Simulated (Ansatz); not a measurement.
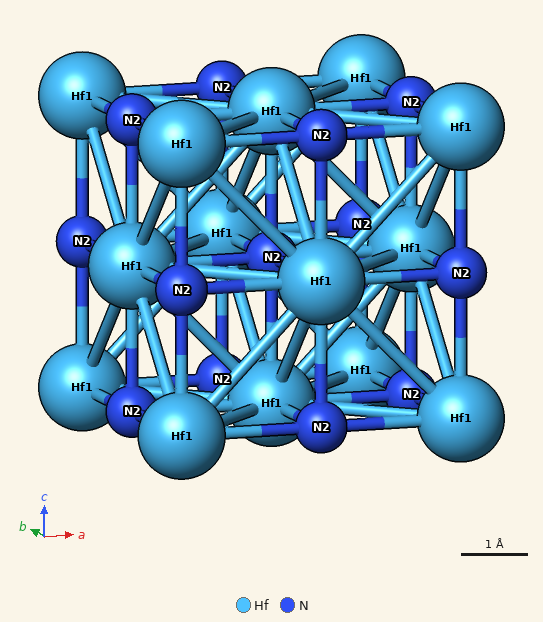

*The starting structure (ball-and-stick view of the cell 4 times as large as that of the calculation, set on its symmetry axes, seen slightly off an axis; atoms are numbered from 1 in the order of the input). An atom can appear more than once, as a periodic image.*

Near neighbours in the periodic cell (some may lie outside the picture): Hf has 12 Hf at 3.19 Å and 6 N at 2.26 Å; N has 6 Hf at 2.26 Å.

## HfN: geometry relaxation (part 1 of 2)

HfN (Fm-3m, 2 atoms in the cell), computed with DFT PBEsol, scalar-relativistic, plane waves, PAW, no spin polarisation (Ansatz 0.2.0).

The structure derives from an entry of the Crystallography Open Database. Figures and captions count atoms from 1; the log counts them from 0 in places.

The program's output
```
Engine: ansatz 0.2.0, x86_64-unknown-linux-gnu
Pseudopotentials: kind: paw
Pseudopotential: Hf, paw, valence charge 26, recommended cutoff 420 eV (normal), Hf.paw.azcp
Pseudopotential: N, paw, valence charge 5, recommended cutoff 420 eV (normal), N.paw.azcp
Functional definition: PBEsol
  exchange = pbesol_x
  correlation = pbesol_c
Crystal: 2 atoms, lattice volume = 23.056 Å³
Basis set: ecut = 420 eV, 459 PW (Γ), exchange–correlation on 48×48×48 points (8 copies of the dense FFT grid, shifted against one another)
Bands: 20, of which v1, the nominal top of the filled ones, is band 16 counted from 1 (15 counted from 0)
Symmetry: 48 space group operations
Space group: Fm-3m (ITA 225), of the structure as read, at distance tolerance 2.8e-5 Å
k-points: 145 of 4096
Non-local potential: Hf, projectors of the file, l = 0: 3, l = 1: 2, l = 2: 2, l = 3: 3
Non-local potential: N, projectors of the file, l = 0: 2, l = 1: 2, l = 2: 1
PAW form: soft (Blöchl's): semilocal exchange-correlation on the pseudo side does not see the compensation charge
PAW frozen core: Hf, regenerated for the run's functional, and the local potential with it (the file was generated under x = pbe(κ = 0.804, μ = 0.2195149727645171), c = pbe(β = 0.06672455060314922))
PAW frozen core: N, regenerated for the run's functional, and the local potential with it (the file was generated under x = pbe(κ = 0.804, μ = 0.2195149727645171), c = pbe(β = 0.06672455060314922))
PAW one-centre angular grid: Hf, 590 points (default); XC on 64 Gauss nodes
PAW one-centre angular grid: N, 110 points (default); XC on 64 Gauss nodes
Initial density: superposition of atomic densities (neutral atoms: chi_scale 0, normalization atom), corrected by the library's trained network
Initial wavefunctions: pseudopotential atomic-orbital guess
Functional: x = pbesol(κ = 0.804, μ = 0.12345679012345678), c = pbesol(β = 0.046)
SCF iter   1: F=—  HF=-15980.252768 eV  |F-HF|=—  |Δ(HF+E_count)|=         —  Δρ=8.31e-3  dr2=1.40e-2  ethr=1.77e-3  ⟨swp⟩=4.9  Hψ=12100  notcnv=0
preconditioner: auto → Kerker (q_TF=auto, 2.866 Å⁻¹)  [metal: Δε(μ)=0.004 eV  Ē_g=18.958 eV  σ=0.100 eV  W_gap=0.02  n_scr=14 (ndim 8)  ℏωp=41.6 eV  f_vac=0.000  D(μ)=0.63/eV (n_scr^D=0)]
SCF iter   2: F=—  HF=-15980.248973 eV  |F-HF|=—  |Δ(HF+E_count)|=   3.79e-3  Δρ=2.35e-3  dr2=9.32e-4  ethr=4.50e-5  ⟨swp⟩=1.8  Hψ=4372  notcnv=0
SCF iter   3: F=—  HF=-15980.248758 eV  |F-HF|=—  |Δ(HF+E_count)|=   2.15e-4  Δρ=8.74e-4  dr2=1.21e-4  ethr=3.01e-6  ⟨swp⟩=2.0  Hψ=3360  notcnv=0
SCF iter   4: F=—  HF=-15980.248743 eV  |F-HF|=—  |Δ(HF+E_count)|=   1.49e-5  Δρ=3.30e-4  dr2=1.61e-5  ethr=3.89e-7  ⟨swp⟩=2.0  Hψ=5103  notcnv=0
SCF iter   5: F=—  HF=-15980.248714 eV  |F-HF|=—  |Δ(HF+E_count)|=   2.91e-5  Δρ=9.42e-5  dr2=1.31e-6  ethr=5.20e-8  ⟨swp⟩=2.3  Hψ=5193  notcnv=0
SCF iter   6: F=—  HF=-15980.248715 eV  |F-HF|=—  |Δ(HF+E_count)|=   1.55e-6  Δρ=1.93e-5  dr2=5.91e-8  ethr=3.23e-10  ⟨swp⟩=8.1  Hψ=21487  notcnv=0
SCF iter   7: F=-15980.248715 eV  HF=-15980.248715 eV  |F-HF|=1.47e-8  |Δ(HF+E_count)|=   1.08e-7  Δρ=5.00e-6  dr2=4.26e-9  ethr=1.91e-10  ⟨swp⟩=9.0  Hψ=19029  notcnv=0
SCF 1 converged in 7 iterations: F = -15980.248715 eV  dr2 = 4.26e-9
  greatest PAW one-centre occupation: 0.998 electrons in one spin orbital (limit 2), on the Hf atom at site 0 (counted from 0), in its partial waves of l = 3
relax step   1: F+E_penalty+E_count = -15980.24871513 eV  Δ(F+E_penalty+E_count) = +0.000e0 eV  max|allowed force component| = 9.088e-30 eV/Å  Δτ_max = 0.0000 Å  P = -3.038 GPa  Ω = 23.056 Å³  (7 SCF iters, dr2 threshold 1.00e-7 eV, accepted)
Crystal: 2 atoms, lattice volume = 22.676 Å³
Initial density: handed on by an earlier stage of this run
Initial wavefunctions: those handed on with the density
iter 1 solved again at ethr=3.78e-6 eV; its pass at ethr=3.10e-3 eV (dr2=1.17e-3 eV) is discarded
SCF iter   1: F=—  HF=-15980.251890 eV  |F-HF|=—  |Δ(HF+E_count)|=         —  Δρ=2.26e-3  dr2=1.13e-3  ethr=3.78e-6  ⟨swp⟩=2.2  Hψ=14327  notcnv=0
preconditioner: auto → Kerker (q_TF=auto, 2.874 Å⁻¹)  [metal: Δε(μ)=0.013 eV  Ē_g=19.062 eV  σ=0.100 eV  W_gap=0.07  n_scr=14 (ndim 8)  ℏωp=42.0 eV  f_vac=0.000  D(μ)=0.61/eV (n_scr^D=0)]
SCF iter   2: F=—  HF=-15980.251640 eV  |F-HF|=—  |Δ(HF+E_count)|=   2.50e-4  Δρ=5.27e-4  dr2=6.04e-5  ethr=3.64e-6  ⟨swp⟩=2.0  Hψ=3892  notcnv=0
SCF iter   3: F=—  HF=-15980.251631 eV  |F-HF|=—  |Δ(HF+E_count)|=   8.30e-6  Δρ=2.64e-4  dr2=1.37e-5  ethr=1.95e-7  ⟨swp⟩=2.0  Hψ=4710  notcnv=0
SCF iter   4: F=—  HF=-15980.251632 eV  |F-HF|=—  |Δ(HF+E_count)|=   6.98e-7  Δρ=1.66e-4  dr2=6.44e-6  ethr=4.42e-8  ⟨swp⟩=2.0  Hψ=4640  notcnv=0
SCF iter   5: F=—  HF=-15980.251629 eV  |F-HF|=—  |Δ(HF+E_count)|=   3.07e-6  Δρ=2.90e-5  dr2=1.94e-7  ethr=6.45e-10  ⟨swp⟩=7.2  Hψ=21038  notcnv=0
SCF iter   6: F=-15980.251629 eV  HF=-15980.251629 eV  |F-HF|=7.27e-8  |Δ(HF+E_count)|=   3.06e-7  Δρ=1.42e-5  dr2=3.37e-8  ethr=6.24e-10  ⟨swp⟩=8.9  Hψ=22735  notcnv=0
SCF 2 converged in 6 iterations: F = -15980.251629 eV  dr2 = 3.37e-8
  Residual-converged pass: ⟨swp⟩=1.0  Hψ=3484  notcnv=0  max |occ|·‖R‖ = 7.1e-9 eV (tolerance 1.0e-8 eV)  dr2=3.37e-8  dr2_onsite=1.59e-7  max |Δocc| = 8.4e-13
relax step   2: F+E_penalty+E_count = -15980.25162920 eV  Δ(F+E_penalty+E_count) = -2.914e-3 eV  max|allowed force component| = 3.616e-30 eV/Å  Δτ_max = 0.0000 Å  P = +1.690 GPa  Ω = 22.676 Å³  energy of the carried Pulay correction = +1.237e-3 eV  (6 SCF iters, dr2 threshold 2.00e-7 eV, accepted)
Crystal: 2 atoms, lattice volume = 22.810 Å³
iter 1 solved again at ethr=5.00e-7 eV; its pass at ethr=3.10e-3 eV (dr2=1.55e-4 eV) is discarded
SCF iter   1: F=—  HF=-15980.251917 eV  |F-HF|=—  |Δ(HF+E_count)|=         —  Δρ=8.11e-4  dr2=1.47e-4  ethr=5.00e-7  ⟨swp⟩=2.0  Hψ=14011  notcnv=0
preconditioner: auto → Kerker (q_TF=auto, 2.871 Å⁻¹)  [metal: Δε(μ)=0.010 eV  Ē_g=19.045 eV  σ=0.100 eV  W_gap=0.06  n_scr=14 (ndim 8)  ℏωp=41.9 eV  f_vac=0.000  D(μ)=0.62/eV (n_scr^D=0)]
SCF iter   2: F=—  HF=-15980.251883 eV  |F-HF|=—  |Δ(HF+E_count)|=   3.45e-5  Δρ=1.81e-4  dr2=7.35e-6  ethr=4.75e-7  ⟨swp⟩=2.0  Hψ=3870  notcnv=0
SCF iter   3: F=—  HF=-15980.251883 eV  |F-HF|=—  |Δ(HF+E_count)|=   6.68e-8  Δρ=9.20e-5  dr2=1.70e-6  ethr=2.37e-8  ⟨swp⟩=2.0  Hψ=4920  notcnv=0
SCF iter   4: F=—  HF=-15980.251883 eV  |F-HF|=—  |Δ(HF+E_count)|=   1.08e-7  Δρ=5.94e-5  dr2=8.29e-7  ethr=5.48e-9  ⟨swp⟩=2.0  Hψ=4640  notcnv=0
SCF iter   5: F=-15980.251882 eV  HF=-15980.251882 eV  |F-HF|=2.08e-8  |Δ(HF+E_count)|=   3.67e-7  Δρ=9.42e-6  dr2=2.11e-8  ethr=6.45e-10  ⟨swp⟩=6.7  Hψ=19853  notcnv=0
SCF 3 converged in 5 iterations: F = -15980.251882 eV  dr2 = 2.11e-8
relax step   3: F+E_penalty+E_count = -15980.25188237 eV  Δ(F+E_penalty+E_count) = -2.532e-4 eV  max|allowed force component| = 1.118e-30 eV/Å  Δτ_max = 0.0000 Å  P = -0.027 GPa  Ω = 22.810 Å³  energy of the carried Pulay correction = +7.973e-4 eV  (5 SCF iters, dr2 threshold 2.00e-7 eV, accepted)
Initial wavefunctions: pseudopotential atomic-orbital guess (no wavefunctions were taken with the density)
iter 1 solved again at ethr=8.31e-9 eV; its pass at ethr=3.10e-3 eV (dr2=2.58e-6 eV) is discarded
SCF iter   1: F=—  HF=-15980.251144 eV  |F-HF|=—  |Δ(HF+E_count)|=         —  Δρ=5.83e-5  dr2=1.49e-7  ethr=8.31e-9  ⟨swp⟩=3.7  Hψ=21465  notcnv=0
preconditioner: auto → Kerker (q_TF=auto, 2.871 Å⁻¹)  [metal: Δε(μ)=0.011 eV  Ē_g=19.042 eV  σ=0.100 eV  W_gap=0.06  n_scr=14 (ndim 8)  ℏωp=41.9 eV  f_vac=0.000  D(μ)=0.61/eV (n_scr^D=0)]
SCF iter   2: F=—  HF=-15980.251142 eV  |F-HF|=—  |Δ(HF+E_count)|=   1.69e-6  Δρ=3.05e-5  dr2=4.85e-8  ethr=4.80e-10  ⟨swp⟩=2.0  Hψ=4603  notcnv=0
SCF iter   3: F=—  HF=-15980.251142 eV  |F-HF|=—  |Δ(HF+E_count)|=   2.50e-8  Δρ=1.55e-5  dr2=1.05e-8  ethr=1.57e-10  ⟨swp⟩=2.0  Hψ=5047  notcnv=0
SCF iter   4: F=—  HF=-15980.251142 eV  |F-HF|=—  |Δ(HF+E_count)|=   1.16e-8  Δρ=2.24e-6  dr2=5.49e-10  ethr=3.37e-11  ⟨swp⟩=2.0  Hψ=5160  notcnv=0
SCF iter   5: F=—  HF=-15980.251142 eV  |F-HF|=—  |Δ(HF+E_count)|=  9.64e-11  Δρ=1.23e-6  dr2=1.69e-10  ethr=1.77e-12  ⟨swp⟩=2.0  Hψ=5159  notcnv=0
SCF iter   6: F=-15980.251142 eV  HF=-15980.251142 eV  |F-HF|=3.64e-12  |Δ(HF+E_count)|=  6.18e-11  Δρ=1.87e-7  dr2=4.40e-12  ethr=1.00e-12  ⟨swp⟩=4.5  Hψ=15231  notcnv=0
SCF 4 converged in 6 iterations: F = -15980.251142 eV  dr2 = 4.40e-12
relax step   4: F+E_penalty+E_count = -15980.25114187 eV  Δ(F+E_penalty+E_count) = +7.405e-4 eV  max|allowed force component| = 5.341e-30 eV/Å  Δτ_max = 0.0000 Å  P = -0.070 GPa  Ω = 22.810 Å³  stress off target by 6.98e-2 GPa  SCF on the basis re-selected at this cell (its energy is not comparable with the rows above)  (6 SCF iters)
basis re-selected at this cell: Δ(F+E_penalty+E_count) = +7.405e-4 eV, ΔP = -0.043 GPa vs the last step (what re-selecting the basis moved, of the pressure what is left beyond the Pulay correction that the steps carried, after the strain that the cell walked since its last selection, with what the two solves' SCF thresholds leave and, on support functions, any second-order correction that the steps lacked; it is no measure of the basis error at this ecutwfc). This SCF's stress stands 6.98e-2 GPa from its target on what of the cell is left free (relax.cell.stress_tol is 5.00e-2 GPa) and its largest allowed force component is 5.34e-30 eV/Å (relax.f_tol is 5.00e-3 eV/Å): not within both, so this SCF does not close the relaxation
Crystal: 2 atoms, lattice volume = 22.805 Å³
iter 1 solved again at ethr=8.34e-10 eV; its pass at ethr=3.10e-3 eV (dr2=2.58e-7 eV) is discarded
SCF iter   1: F=—  HF=-15980.251163 eV  |F-HF|=—  |Δ(HF+E_count)|=         —  Δρ=3.32e-5  dr2=2.46e-7  ethr=8.34e-10  ⟨swp⟩=2.0  Hψ=13957  notcnv=0
preconditioner: auto → Kerker (q_TF=auto, 2.872 Å⁻¹)  [metal: Δε(μ)=0.011 eV  Ē_g=19.043 eV  σ=0.100 eV  W_gap=0.06  n_scr=14 (ndim 8)  ℏωp=41.9 eV  f_vac=0.000  D(μ)=0.61/eV (n_scr^D=0)]
SCF iter   2: F=—  HF=-15980.251161 eV  |F-HF|=—  |Δ(HF+E_count)|=   1.79e-6  Δρ=7.62e-6  dr2=1.26e-8  ethr=7.94e-10  ⟨swp⟩=2.0  Hψ=3876  notcnv=0
SCF iter   3: F=-15980.251161 eV  HF=-15980.251161 eV  |F-HF|=7.28e-10  |Δ(HF+E_count)|=  5.42e-10  Δρ=3.84e-6  dr2=2.92e-9  ethr=3.93e-11  ⟨swp⟩=7.0  Hψ=16460  notcnv=0
SCF 5 converged in 3 iterations: F = -15980.251161 eV  dr2 = 2.92e-9
relax step   5: F+E_penalty+E_count = -15980.25116118 eV  Δ(F+E_penalty+E_count) = -1.931e-5 eV  max|allowed force component| = 1.052e-29 eV/Å  Δτ_max = 0.0000 Å  P = -0.001 GPa  Ω = 22.805 Å³  energy of the carried Pulay correction = +1.810e-5 eV  (3 SCF iters, dr2 threshold 1.22e-8 eV, accepted)
iter 1 solved again at ethr=7.70e-9 eV; its pass at ethr=3.10e-3 eV (dr2=2.39e-6 eV) is discarded
SCF iter   1: F=—  HF=-15980.251163 eV  |F-HF|=—  |Δ(HF+E_count)|=         —  Δρ=3.79e-6  dr2=2.80e-9  ethr=7.70e-9  ⟨swp⟩=3.7  Hψ=21566  notcnv=0
SCF iter   2: F=—  HF=-15980.251161 eV  |F-HF|=—  |Δ(HF+E_count)|=   1.73e-6  Δρ=2.78e-6  dr2=1.77e-9  ethr=9.05e-12  ⟨swp⟩=2.4  Hψ=5351  notcnv=0
SCF iter   3: F=—  HF=-15980.251161 eV  |F-HF|=—  |Δ(HF+E_count)|=  2.38e-10  Δρ=7.95e-7  dr2=1.36e-10  ethr=5.71e-12  ⟨swp⟩=2.1  Hψ=4391  notcnv=0
SCF iter   4: F=—  HF=-15980.251161 eV  |F-HF|=—  |Δ(HF+E_count)|=  1.58e-10  Δρ=2.22e-7  dr2=1.17e-11  ethr=1.00e-12  ⟨swp⟩=5.3  Hψ=16305  notcnv=0
SCF iter   5: F=-15980.251161 eV  HF=-15980.251161 eV  |F-HF|=1.27e-11  |Δ(HF+E_count)|=  1.46e-11  Δρ=1.70e-7  dr2=6.08e-12  ethr=1.00e-12  ⟨swp⟩=5.7  Hψ=13307  notcnv=0
SCF 6 converged in 5 iterations: F = -15980.251161 eV  dr2 = 6.08e-12
relax step   6: F+E_penalty+E_count = -15980.25116118 eV  Δ(F+E_penalty+E_count) = -3.074e-10 eV  max|allowed force component| = 2.183e-29 eV/Å  Δτ_max = 0.0000 Å  P = -0.002 GPa  Ω = 22.805 Å³  stress off target by 1.65e-3 GPa  SCF on the basis re-selected at this cell (its energy is not comparable with the rows above)  (5 SCF iters)
```

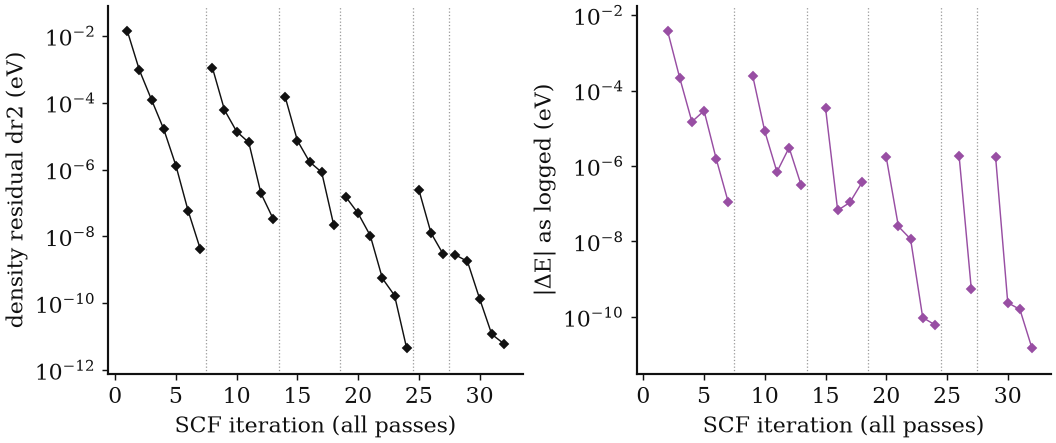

*Convergence of the self-consistent field: density residual dr2 and size of the energy change against the SCF iteration. The dotted lines part the SCF passes of the relaxation: geometry steps, rejected trials and re-solves on a re-selected basis.*

The 6 passes take 3 to 7 iterations each, 32 in all.
